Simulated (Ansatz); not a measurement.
Os: geometry relaxation

The run: geometry relaxation of Os (P6₃/mmc, 2 atoms in the cell). Method and program: DFT r2SCAN, scalar-relativistic, plane waves, PAW, no spin polarisation (Ansatz 0.2.0).

The structure derives from an entry of the Crystallography Open Database. It belongs to a series of runs on one base structure; here: volume × 1.06, shape and atoms relaxed. Figures and captions count atoms from 1; the log counts them from 0 in places.

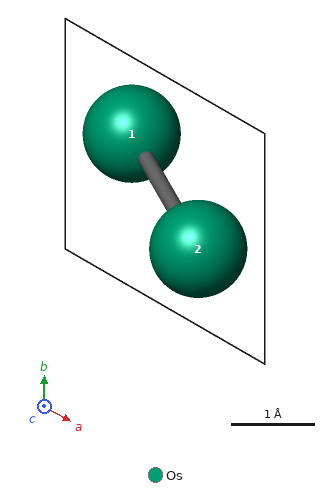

The input geometry (ball-and-stick view of the cell of the calculation, along the c axis; atoms are numbered from 1 in the order of the input). An atom can appear more than once, as a periodic image. Near neighbours in the periodic cell (some may lie outside the picture): Os has 12 Os at 2.73 to 2.79 Å.

Summary

- outcome: converged
- space group (tolerance 0.01 Å): P6₃/mmc (194)
- electrons treated: 32
- free energy: −22795.1432 eV
- Fermi energy: 23.999 eV
- gap on the k-point mesh: none (metallic)
- pressure: −21.67 GPa
- final volume: 29.71 Å³
- largest force (length of the vector) at the end: under 0.001 eV/Å
- final cell: a = 2.793 Å, b = 2.793 Å, c = 4.397 Å, α = 90.00°, β = 90.00°, γ = 120.00°
- hardware: 1 thread of Arm Neoverse V2, 24 GiB of memory available, shared host
- wall time: 47 s
- peak memory: 0.51 GiB

Remarks

Spin–orbit coupling is left out, which matters for Os. The cell is under a tension of 22 GPa at this level, so it is not at its equilibrium volume.

The input
```yaml
crystal:
  lattice:
    - [2.7915176786, 0.0, 0.0]
    - [-1.3957588393, 2.4175252248, 0.0]
    - [0.0, 0.0, 4.4023348831]
  atoms:
    - { symbol: Os, position: [0.3333333333, 0.6666666667, 0.25] }
    - { symbol: Os, position: [0.6666666667, 0.3333333333, 0.75] }
basis:
  ecutwfc: 500
kpoints:
  mp_grid: { grid: [18, 18, 10] }
hamiltonian:
  xc: r2scan
scf:
  occupations: { method: gaussian, width: 0.1 }
output:
  forces: true
  stress: true
  eigenvalues: true
relax:
  adjacent_minimum: "off"
  f_tol: 0.01
  max_steps: 30
  cell: { stress_tol: 0.1, fix: [volume] }
```

Launched with:
```bash
ansatz run input.yaml --threads 1 --pin off --max-ram 2560MiB --backend cpu --events-out ev --progress --plain --runs-dir out
```

The program's output
```
Engine: ansatz 0.2.0, aarch64-unknown-linux-gnu
Pseudopotentials: kind: paw
Pseudopotential: Os, paw, valence charge 16, recommended cutoff 500 eV (meta_gga), Os.paw.azcp
Functional definition: r2SCAN
  parameter k0 = 0.174
  parameter k1 = 0.065
  parameter a1 = 4.9479
  exchange = r2scan_x(k0 = k0, k1 = k1, a1 = a1)
  correlation = r2scan_c
Crystal: 2 atoms, lattice volume = 29.709 Å³
Basis set: ecut = 500 eV, 749 PW (Γ), exchange–correlation on 96×96×144 points (64 copies of the dense FFT grid, shifted against one another)
Bands: 20, of which v1, the nominal top of the filled ones, is band 16 counted from 1 (15 counted from 0)
Symmetry: 24 space group operations
Space group: P63/mmc (ITA 194), of the structure as read, at distance tolerance 3.1e-5 Å
k-points: 222 of 3240
Non-local potential: Os, projectors of the file, l = 0: 3, l = 1: 2, l = 2: 2, l = 3: 1
PAW form: soft (Blöchl's): semilocal exchange-correlation on the pseudo side does not see the compensation charge
PAW frozen core: Os, regenerated for the run's functional (the file was generated under x = pbe(κ = 0.804, μ = 0.2195149727645171), c = pbe(β = 0.06672455060314922))
PAW one-centre angular grid: Os, 590 points (default); XC on 160 Gauss nodes
Initial density: superposition of atomic densities (neutral atoms: chi_scale 0, normalization atom), corrected by the library's trained network
Initial wavefunctions: pseudopotential atomic-orbital guess
Functional: x = r2scan, c = r2scan; τ floored in thin density (d = 2e-4 eV/Å³)
SCF iter   1: F=—  HF=-22795.090634 eV  |F-HF|=—  |Δ(HF+E_count)|=         —  Δρ=1.00e-2  dr2=5.69e-3  dr2_τ=2.97e-2  ethr=1.77e-3  ⟨swp⟩=4.5  Hψ=17519  notcnv=0
preconditioner: auto → none  [metal: Δε(μ)=0.009 eV  Ē_g=6.618 eV  σ=0.100 eV  W_gap=0.05  n_scr=8 (ndim 8)  ℏωp=27.3 eV  f_vac=0.000  D(μ)=1.62/eV (n_scr^D=22)  sad-step TF]
SCF iter   2: F=—  HF=-22795.135899 eV  |F-HF|=—  |Δ(HF+E_count)|=   4.53e-2  Δρ=6.24e-3  dr2=2.46e-3  dr2_τ=6.10e-4  ethr=1.78e-5  ⟨swp⟩=2.0  Hψ=8065  notcnv=0  defer=5
SCF iter   3: F=—  HF=-22795.142857 eV  |F-HF|=—  |Δ(HF+E_count)|=   6.96e-3  Δρ=8.57e-4  dr2=1.87e-4  dr2_τ=2.44e-5  ethr=7.68e-6  ⟨swp⟩=3.0  Hψ=7772  notcnv=0  defer=8
SCF iter   4: F=—  HF=-22795.143010 eV  |F-HF|=—  |Δ(HF+E_count)|=   1.53e-4  Δρ=4.18e-4  dr2=3.01e-5  dr2_τ=4.21e-6  ethr=5.85e-7  ⟨swp⟩=2.0  Hψ=6187  notcnv=0  defer=8
SCF iter   5: F=—  HF=-22795.143090 eV  |F-HF|=—  |Δ(HF+E_count)|=   7.94e-5  Δρ=1.99e-4  dr2=8.59e-6  dr2_τ=9.60e-7  ethr=9.42e-8  ⟨swp⟩=2.0  Hψ=6175  notcnv=0  defer=8
SCF iter   6: F=-22795.143111 eV  HF=-22795.143111 eV  |F-HF|=1.99e-7  |Δ(HF+E_count)|=   2.11e-5  Δρ=2.28e-5  dr2=9.16e-8  dr2_τ=5.46e-9  ethr=3.13e-10  ⟨swp⟩=5.4  Hψ=22340  notcnv=0
SCF 1 converged in 6 iterations: F = -22795.143111 eV  dr2 = 9.16e-8
  greatest PAW one-centre occupation: 1.000 electrons in one spin orbital (limit 2), on the Os atom at site 1 (counted from 0), in its partial waves of l = 0
relax step   1: F+E_penalty+E_count = -22795.14311105 eV  Δ(F+E_penalty+E_count) = +0.000e0 eV  max|allowed force component| = 6.014e-17 eV/Å  Δτ_max = 0.0000 Å  P = -21.705 GPa  Ω = 29.709 Å³  fix = [volume]  reactions: volume -21.705 GPa  (6 SCF iters, dr2 threshold 1.00e-7 eV, accepted)
Initial density: handed on by an earlier stage of this run
Initial wavefunctions: those handed on with the density
iter 1 solved again at ethr=7.94e-8 eV; its pass at ethr=3.10e-3 eV (dr2=2.54e-5 eV) is discarded
SCF iter   1: F=—  HF=-22795.142526 eV  |F-HF|=—  |Δ(HF+E_count)|=         —  Δρ=4.35e-4  dr2=5.48e-5  dr2_τ=7.96e-4  ethr=7.94e-8  ⟨swp⟩=3.0  Hψ=24401  notcnv=0
eigensolver tolerance schedule calibrated: the retry pair's looser diagonalisation under-reported the residual by θ = 0.54 (0.12/decade); ethr = c·dr2/N_el runs at the constant in force after the calibration composes with the one it found (an armed cap, an earlier calibration), c = 7.3e-2
preconditioner: auto → none  [metal: Δε(μ)=0.007 eV  Ē_g=6.613 eV  σ=0.100 eV  W_gap=0.04  n_scr=8 (ndim 8)  ℏωp=27.3 eV  f_vac=0.000  D(μ)=1.67/eV (n_scr^D=22)]
SCF iter   2: F=—  HF=-22795.143018 eV  |F-HF|=—  |Δ(HF+E_count)|=   4.92e-4  Δρ=1.75e-4  dr2=3.44e-6  dr2_τ=2.01e-6  ethr=7.94e-8  ⟨swp⟩=2.1  Hψ=8008  notcnv=0
SCF iter   3: F=—  HF=-22795.143019 eV  |F-HF|=—  |Δ(HF+E_count)|=   1.05e-6  Δρ=8.72e-5  dr2=7.83e-7  dr2_τ=4.66e-8  ethr=7.88e-9  ⟨swp⟩=2.2  Hψ=7735  notcnv=0
SCF iter   4: F=-22795.143019 eV  HF=-22795.143019 eV  |F-HF|=5.92e-9  |Δ(HF+E_count)|=   6.21e-7  Δρ=8.10e-6  dr2=1.38e-8  dr2_τ=1.88e-9  ethr=4.57e-10  ⟨swp⟩=5.3  Hψ=17777  notcnv=0
SCF 2 converged in 4 iterations: F = -22795.143019 eV  dr2 = 1.38e-8
relax step   2: F+E_penalty+E_count = -22795.14301948 eV  Δ(F+E_penalty+E_count) = +9.157e-5 eV  max|allowed force component| = 9.252e-17 eV/Å  Δτ_max = 0.0000 Å  P = -21.617 GPa  Ω = 29.709 Å³  energy of the carried Pulay correction = -7.018e-7 eV  fix = [volume]  (4 SCF iters, dr2 threshold 2.00e-7 eV, rejected (line search))
iter 1 solved again at ethr=2.72e-8 eV; its pass at ethr=3.10e-3 eV (dr2=8.69e-6 eV) is discarded
SCF iter   1: F=—  HF=-22795.143037 eV  |F-HF|=—  |Δ(HF+E_count)|=         —  Δρ=2.48e-4  dr2=1.80e-5  dr2_τ=2.72e-4  ethr=2.72e-8  ⟨swp⟩=3.0  Hψ=24074  notcnv=0
eigensolver tolerance schedule calibrated: the retry pair's looser diagonalisation under-reported the residual by θ = 0.52 (0.10/decade); ethr = c·dr2/N_el runs at the constant in force after the calibration composes with the one it found (an armed cap, an earlier calibration), c = 9.6e-2
preconditioner: auto → none  [metal: Δε(μ)=0.007 eV  Ē_g=6.613 eV  σ=0.100 eV  W_gap=0.04  n_scr=8 (ndim 8)  ℏωp=27.3 eV  f_vac=0.000  D(μ)=1.63/eV (n_scr^D=22)]
SCF iter   2: F=—  HF=-22795.143206 eV  |F-HF|=—  |Δ(HF+E_count)|=   1.69e-4  Δρ=1.06e-4  dr2=1.25e-6  dr2_τ=6.75e-7  ethr=2.72e-8  ⟨swp⟩=2.1  Hψ=8035  notcnv=0
SCF iter   3: F=—  HF=-22795.143200 eV  |F-HF|=—  |Δ(HF+E_count)|=   6.37e-6  Δρ=5.31e-5  dr2=2.86e-7  dr2_τ=1.53e-8  ethr=3.75e-9  ⟨swp⟩=1.3  Hψ=5183  notcnv=0
SCF iter   4: F=—  HF=-22795.143200 eV  |F-HF|=—  |Δ(HF+E_count)|=   2.08e-7  Δρ=5.11e-6  dr2=5.31e-9  dr2_τ=6.40e-10  ethr=8.56e-10  ⟨swp⟩=2.5  Hψ=7761  notcnv=0
SCF iter   5: F=—  HF=-22795.143200 eV  |F-HF|=—  |Δ(HF+E_count)|=   1.26e-9  Δρ=1.42e-6  dr2=5.59e-10  dr2_τ=1.47e-10  ethr=1.59e-11  ⟨swp⟩=2.6  Hψ=7853  notcnv=0
SCF iter   6: F=-22795.143200 eV  HF=-22795.143200 eV  |F-HF|=1.46e-11  |Δ(HF+E_count)|=  1.71e-10  Δρ=5.45e-7  dr2=6.91e-11  dr2_τ=2.99e-12  ethr=1.00e-12  ⟨swp⟩=4.4  Hψ=14430  notcnv=0
SCF 3 converged in 6 iterations: F = -22795.143200 eV  dr2 = 6.91e-11
relax step   3: F+E_penalty+E_count = -22795.14319980 eV  Δ(F+E_penalty+E_count) = -8.875e-5 eV  max|allowed force component| = 4.626e-17 eV/Å  Δτ_max = 0.0000 Å  P = -21.670 GPa  Ω = 29.709 Å³  energy of the carried Pulay correction = -2.911e-7 eV  fix = [volume]  reactions: volume -21.670 GPa  (6 SCF iters, accepted)
Initial wavefunctions: pseudopotential atomic-orbital guess (no wavefunctions were taken with the density)
iter 1 solved again at ethr=1.48e-8 eV; its pass at ethr=3.10e-3 eV (dr2=4.75e-6 eV) is discarded
SCF iter   1: F=—  HF=-22795.143208 eV  |F-HF|=—  |Δ(HF+E_count)|=         —  Δρ=4.46e-6  dr2=7.67e-10  dr2_τ=8.75e-9  ethr=1.48e-8  ⟨swp⟩=4.1  Hψ=32275  notcnv=0
preconditioner: auto → none  [metal: Δε(μ)=0.008 eV  Ē_g=6.613 eV  σ=0.100 eV  W_gap=0.04  n_scr=8 (ndim 8)  ℏωp=27.3 eV  f_vac=0.000  D(μ)=1.63/eV (n_scr^D=22)]
SCF iter   2: F=—  HF=-22795.143203 eV  |F-HF|=—  |Δ(HF+E_count)|=   4.06e-6  Δρ=2.07e-6  dr2=1.44e-10  dr2_τ=2.15e-10  ethr=2.40e-12  ⟨swp⟩=2.5  Hψ=8419  notcnv=0
SCF iter   3: F=-22795.143203 eV  HF=-22795.143203 eV  |F-HF|=7.28e-12  |Δ(HF+E_count)|=  2.58e-10  Δρ=4.32e-7  dr2=1.83e-11  dr2_τ=1.63e-11  ethr=1.00e-12  ⟨swp⟩=4.8  Hψ=16184  notcnv=0
SCF 4 converged in 3 iterations: F = -22795.143203 eV  dr2 = 1.83e-11
relax step   4: F+E_penalty+E_count = -22795.14320347 eV  Δ(F+E_penalty+E_count) = -3.673e-6 eV  max|allowed force component| = 1.018e-16 eV/Å  Δτ_max = 0.0000 Å  P = -21.670 GPa  Ω = 29.709 Å³  fix = [volume]  reactions: volume -21.670 GPa  stress off target by 2.43e-3 GPa on what of the cell is left free  SCF on the basis re-selected at this cell (its energy is not comparable with the rows above)  (3 SCF iters)
```

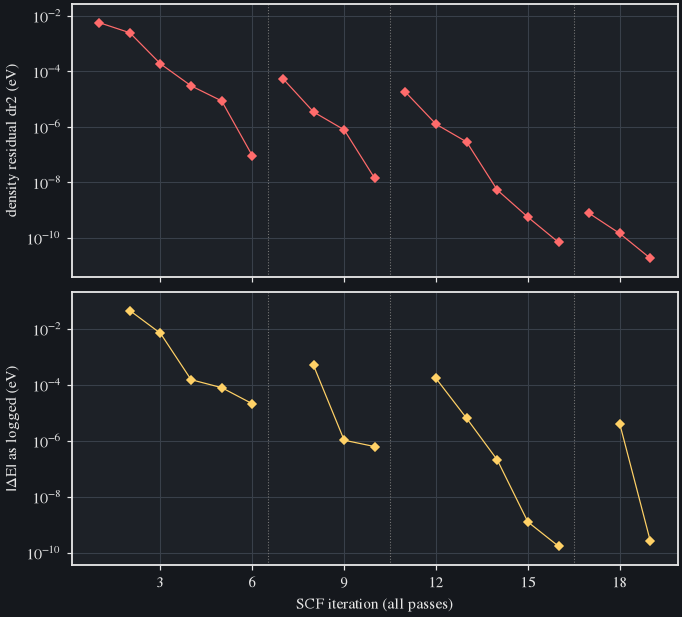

Convergence of the self-consistent field: density residual dr2 and size of the energy change against the SCF iteration. The dotted lines part the SCF passes of the relaxation: geometry steps, rejected trials and re-solves on a re-selected basis. The passes take 6, 4, 6 and 3 iterations.

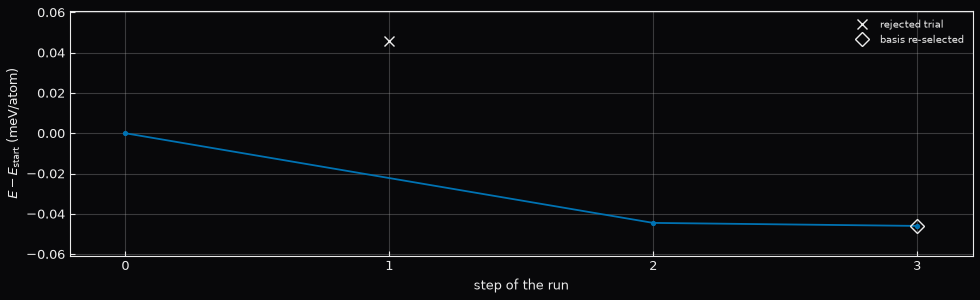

Progress of the relaxation, step by step (the first geometry is step 0 here and step 1 in the log). No atom moves by more than 0.005 Å relative to the cell. The space group stays P6_3/mmc (No. 194). Over 2 geometry steps the energy falls by next to nothing (0.0 meV per atom). All forces vanish by symmetry, so only the cell relaxes. Pressure: −21.70 GPa at the start and −21.67 GPa at the end. The line search rejected the trial step at point 1 (counted from 0) and went back. A last SCF at the same geometry on a re-selected plane-wave basis shifts the energy by next to nothing (0.0 meV per atom). (Atoms are counted from 1 in the order of the input.)

```
basis re-selected at this cell: Δ(F+E_penalty+E_count) = -3.673e-6 eV, ΔP = +0.000 GPa vs the last step (what re-selecting the basis moved, of the pressure what is left beyond the Pulay correction that the steps carried, after the strain that the cell walked since its last selection, with what the two solves' SCF thresholds leave and, on support functions, any second-order correction that the steps lacked; it is no measure of the basis error at this ecutwfc). This SCF's stress stands 2.43e-3 GPa from its target on what of the cell is left free (relax.cell.stress_tol is 1.00e-1 GPa) and its largest allowed force component is 1.02e-16 eV/Å (relax.f_tol is 1.00e-2 eV/Å): within both
SCF converged after 3 iterations
Free energy (F): -22795.143203 eV
Harris-Foulkes:  -22795.143203 eV  (|F-HF|=7.28e-12)
Internal energy: -22795.135062 eV  (E = F + TS)
E sigma→0 (E₀):  -22795.139133 eV
Entropy (-TS):   -0.008142 eV (-4.071 meV/atom)
Fermi energy:    23.999287 eV
--- Per-component energies (eV) ---
  E_band       = -216.244019
  E_kinetic    = 1120.792604
  E_local      = -1687.835125  (includes V_loc(G=0)·N_el)
  E_nonlocal   = -3.851729
  E_hartree    = 687.963683
  E_xc         = -503.987361
  E_vxc        = -625.562057  (∫ρ·V_xc dr)
  E_paw        = -18077.254547  (= ΣΔE_a)
  E_vpaw       = -432.295916  (= ΣTr[D̂ρ^β])
  E_aug_tail   = -0.000286  (compensation charges beyond the density's cutoff)
  E_vtau       = 36.580932  (kinetic-family band-sum trace: ∫τ·v_τ [+ j·A + Jᵃ·Aᵃ] dr)
  E_ewald      = -4330.192275
  E_core_change = -0.770026  (= ΣΔE_core)
  E_smearing   = -0.008142  (= −TS)
  E_closure    = 0.000000  (closes the sum)
  Σ components = -22795.143203   (vs F -22795.143203, Δ=0.00e0)
--- Forces (eV/Å), atoms counted from 1 ---
  atom   1  Os     0.00000000     0.00000000     0.00000000
  atom   2  Os     0.00000000    -0.00000000     0.00000000
  max |Σ_I F_I| component: 0.00e0 eV/Å
--- Stress (GPa, compression-positive) ---
      -21.671201       0.000000       0.000000
        0.000000     -21.671201       0.000000
        0.000000       0.000000     -21.667562
  P = ⅓ Tr σ = -21.6700 GPa (-216.700 kbar)
--- Band table (eV; the first three rows and the last of 222) ---
  k-point 0: bands = ["-64.5850", "-64.4829", "-23.8665", "-23.0501", "-23.0501", "-22.8896", "-22.8896", "-22.8336", "13.0915", "16.4235", "21.0928", "21.0928", "21.3776", "21.8880", "21.8880", "22.4559", "22.4559", "24.0074", "25.6066", "25.6066"]
  k-point 1: bands = ["-64.5825", "-64.4854", "-23.8425", "-23.0462", "-23.0462", "-22.8936", "-22.8936", "-22.8603", "13.2156", "16.4355", "21.0089", "21.0089", "21.3057", "21.8078", "21.8078", "22.6473", "22.6473", "23.5919", "25.6211", "25.6211"]
  k-point 2: bands = ["-64.5753", "-64.4927", "-23.7726", "-23.0349", "-23.0349", "-22.9374", "-22.9050", "-22.9050", "13.5773", "16.4469", "20.8633", "20.8633", "21.1096", "21.5999", "21.5999", "22.6354", "23.1049", "23.1049", "25.6228", "25.6228"]
  k-point 221: bands = ["-64.4788", "-64.4788", "-23.6561", "-23.6561", "-23.4174", "-23.4174", "-23.0171", "-23.0171", "18.3433", "18.3433", "19.2293", "19.2293", "20.6220", "20.6220", "22.6991", "22.6991", "25.5515", "25.5515", "32.0874", "32.0874"]
--- Relaxed structure (3 steps of the walk, 2 accepted, 1 SCFs on fresh bases) ---
  F+E_penalty+E_count = -22795.14320347 eV   max|allowed force component| = 1.018e-16 eV/Å   (the final SCF, on the basis selected at the relaxed cell)
  cell:  # Å, volume = 29.7094 Å³
    - [2.793167596435334, 0.0, 0.0]
    - [-1.396583798217667, 2.4189540955405193, 0.0]
    - [0.0, 0.0, 4.397135520528435]
  atoms:
    - { symbol: Os, position: [0.33333333333333337, 0.6666666666666667, 0.25] }
    - { symbol: Os, position: [0.6666666666666667, 0.33333333333333337, 0.75] }
```

Trajectory as extended XYZ (Å, eV, eV/Å), 4 frames, from step=1 to step=4
```
2
Lattice="2.7915 0.0000 0.0000 -1.3958 2.4175 0.0000 0.0000 0.0000 4.4023" Properties=species:S:1:pos:R:3:forces:R:3 step=1 energy=-22795.14311 pressure_GPa=-21.70
Os    0.0000    1.6117    1.1006    0.0000   0.0000   0.0000
Os    1.3958    0.8058    3.3018    0.0000   0.0000   0.0000
2
Lattice="2.7955 0.0000 0.0000 -1.3978 2.4210 0.0000 0.0000 0.0000 4.3898" Properties=species:S:1:pos:R:3:forces:R:3 step=2 energy=-22795.14302 pressure_GPa=-21.62 accepted=F
Os    0.0000    1.6140    1.0975    0.0000   0.0000   0.0000
Os    1.3978    0.8070    3.2923    0.0000   0.0000   0.0000
2
Lattice="2.7932 0.0000 0.0000 -1.3966 2.4190 0.0000 0.0000 0.0000 4.3971" Properties=species:S:1:pos:R:3:forces:R:3 step=3 energy=-22795.14320 pressure_GPa=-21.67
Os    0.0000    1.6126    1.0993    0.0000   0.0000   0.0000
Os    1.3966    0.8063    3.2979    0.0000   0.0000   0.0000
2
Lattice="2.7932 0.0000 0.0000 -1.3966 2.4190 0.0000 0.0000 0.0000 4.3971" Properties=species:S:1:pos:R:3:forces:R:3 step=4 energy=-22795.14320 pressure_GPa=-21.67
Os    0.0000    1.6126    1.0993    0.0000   0.0000   0.0000
Os    1.3966    0.8063    3.2979    0.0000   0.0000   0.0000
```

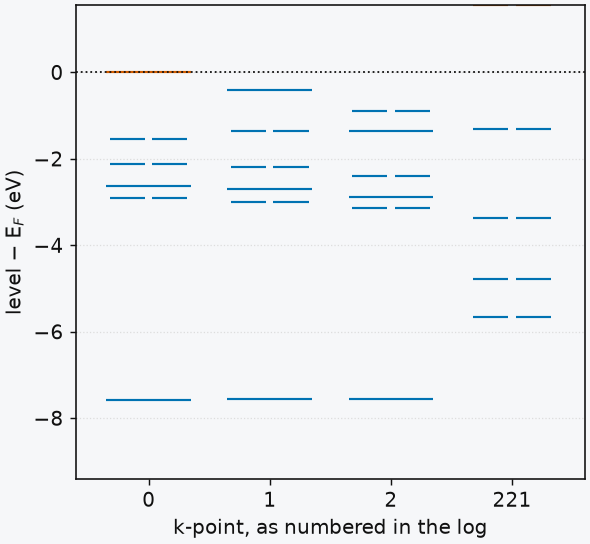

Kohn–Sham levels near the Fermi level (dotted) at the few k-points that the log prints; levels within 0.02 eV of each other stand side by side. The system is metallic on the full mesh.
